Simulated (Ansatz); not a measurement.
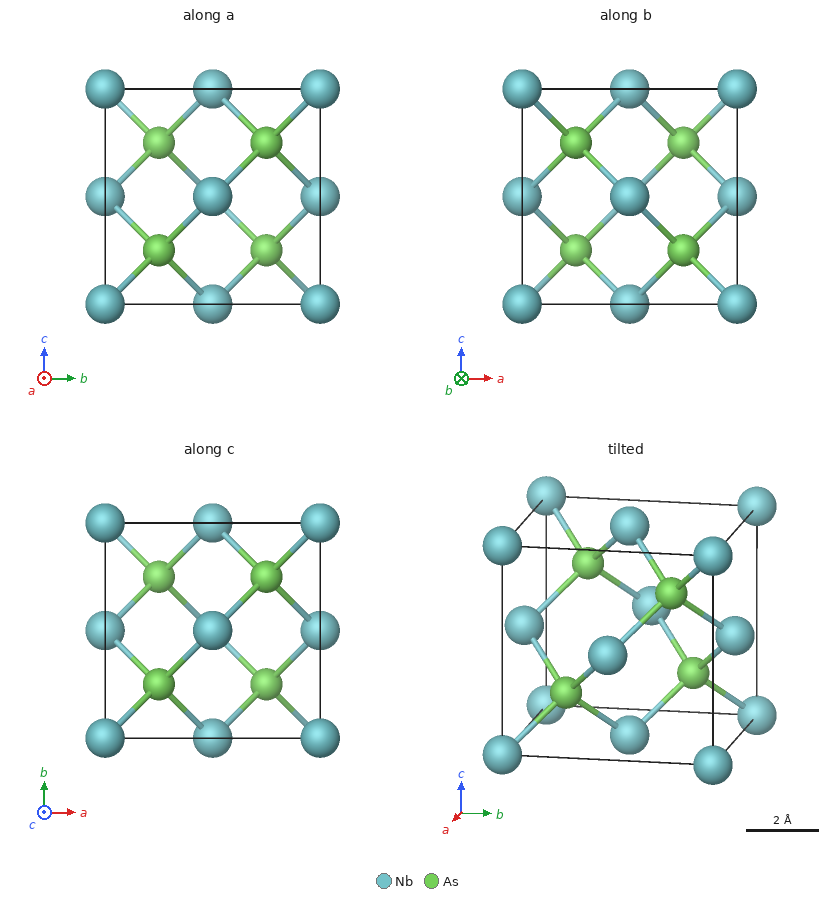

Ball-and-stick representation of a periodic structure, projected along the a axis, along the b axis, along the c axis and slightly off an axis. The conventional unit cell is drawn as a box.

Lattice parameters: a = 6.0012 Å, b = 6.0012 Å, c = 6.0012 Å, α = 90.000°, β = 90.000°, γ = 90.000°.

Q: Reconstruct the structure as a CIF in P1 with every atom of the cell.

A:
```cif
data_structure
_symmetry_space_group_name_H-M 'P 1'
_symmetry_Int_Tables_number 1
_cell_length_a 6.0012
_cell_length_b 6.0012
_cell_length_c 6.0012
_cell_angle_alpha 90.000
_cell_angle_beta 90.000
_cell_angle_gamma 90.000
_cell_volume 216.13
loop_
_atom_site_label
_atom_site_type_symbol
_atom_site_fract_x
_atom_site_fract_y
_atom_site_fract_z
_atom_site_occupancy
Nb1 Nb 0.0000 0.0000 0.0000 1
As1 As 0.2500 0.2500 0.7500 1
Nb2 Nb 0.0000 0.5000 0.5000 1
As2 As 0.2500 0.7500 0.2500 1
Nb3 Nb 0.5000 0.0000 0.5000 1
As3 As 0.7500 0.2500 0.2500 1
Nb4 Nb 0.5000 0.5000 0.0000 1
As4 As 0.7500 0.7500 0.7500 1
```

The structure comes from a structure type filled with these elements by a generator (whether the compound takes this form wasn't checked). Earlier steps of the study may have refined or changed the cell and positions. A calculation with Ansatz used it as input.

At this level of theory the cell isn't at rest (stretched, at -6 GPa), so its distances can differ from those at equilibrium, the more so the softer the solid.
